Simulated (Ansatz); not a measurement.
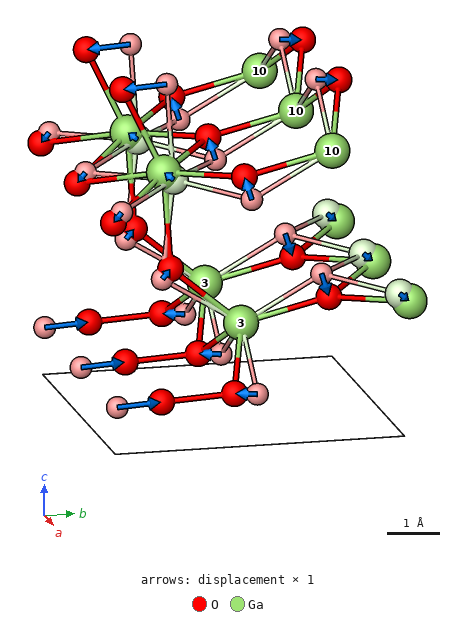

This is a relaxation of a slab of composition GaO2 (cut from the C2/m phase). The starting structure is drawn faded, the final one solid; blue arrows show the displacements, at their true length.

Style: ball-and-stick. Shown: the 2 × 1 repeat of the cell, outlined in the plane, without the vacuum, slightly off an axis.

Case: (1 0 0) slab, atoms relaxed. The slab is the (1 0 0) face of Ga2O3.

The calculation used DFT PBEsol, scalar-relativistic, plane waves, PAW in Ansatz 0.2.0.

Input file:
```yaml
crystal:
  lattice:
    - [3.0473530171, 0.0, 0.0]
    - [0.0, 5.8105123894, 0.0]
    - [0.0, 0.0, 21.0524987955]
  atoms:
    - { symbol: O, position: [0.0, 0.0072311455, 0.356252247] }
    - { symbol: O, position: [0.0, 0.4915597231, 0.3604777783] }
    - { symbol: Ga, position: [0.5, 0.4993219294, 0.409628557] }
    - { symbol: Ga, position: [0.0, 0.9842787262, 0.4483111378] }
    - { symbol: O, position: [0.5, 0.7761103962, 0.4519827801] }
    - { symbol: O, position: [0.5, 0.2253374431, 0.456508739] }
    - { symbol: O, position: [0.0, 0.0228488597, 0.543491261] }
    - { symbol: O, position: [0.0, 0.4720759066, 0.5480172199] }
    - { symbol: Ga, position: [0.5, 0.2639075766, 0.5516888622] }
    - { symbol: Ga, position: [0.0, 0.7488643735, 0.590371443] }
    - { symbol: O, position: [0.5, 0.7566265797, 0.6395222217] }
    - { symbol: O, position: [0.5, 0.2409551573, 0.643747753] }
basis:
  ecutwfc: 420
kpoints:
  mp_grid: { grid: [9, 5, 1] }
hamiltonian:
  xc: pbesol
scf:
  occupations: { method: gaussian, width: 0.05 }
output:
  forces: true
  eigenvalues: true
relax:
  adjacent_minimum: "off"
  f_tol: 0.02
  max_steps: 60
efield:
  axis: 3
  dipole_correction: true
  ramp_width: 0.04
```

Run as
```bash
ansatz run input.yaml --threads 1 --pin off --max-ram 2560MiB --backend cpu --events-out ev --progress --plain --runs-dir out
```

Atoms of which element are displaced furthest, and by how much?

Oxygen: up to 0.89 Å, against 0.25 Å for gallium.

What did the optimiser do to the structure, and how much energy did it gain?

The energy falls by 4.313 eV per cell of the calculation in 10 accepted moves (11 points after the start). Largest force component: 0.98 eV/Å at the start, 0.0064 eV/Å at the end. The line search rejected the trial step at point 5 of the run. The largest moves relative to the layer's centre, 0.89 Å, are those of O1 and O12. O12 goes within the plane. By element the largest moves are O 0.89 Å, Ga 0.25 Å. The cell stays as it was. Near-neighbour distances that change, for instance: O11–O12 2.816 → 1.467 Å, Ga4–O7 2.016 → 1.964 Å, Ga10–O11 1.842 → 1.887 Å, Ga4–O6 2.077 → 2.122 Å. New bonds form: O11–O12 (2.82 → 1.47 Å), O1–O2 (2.82 → 1.47 Å). Among the angles between lasting bonds that change: Ga3–O6–Ga9 115.4° → 133.9°, Ga3–O6–Ga4 122.0° → 109.6°, O1–Ga4–O7 169.7° → 158.3°.
